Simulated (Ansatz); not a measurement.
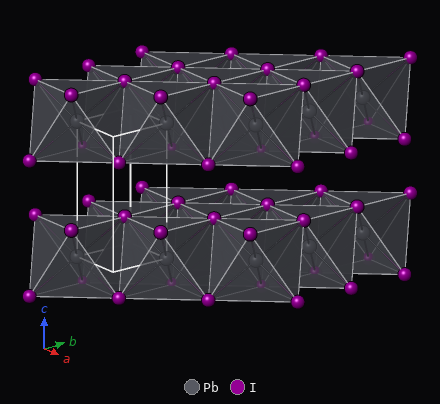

Polyhedra are drawn about Pb (bonds: I–Pb below 3.6 Å); other atoms are plain spheres.

The compound is PbI2 (space group P-3m1, No. 164), taken as a calculation's input that goes back to an entry of the Crystallography Open Database (an earlier step may have relaxed or displaced it).

Sharing among the drawn polyhedra:

```
site       polyhedron  corner-sharing neighbours  edge-sharing  face-sharing  bond (Å)
  Pb  PbI6 octahedron                          0             6             0      3.21
```

They form layers of edge-sharing octahedra parallel to (001).
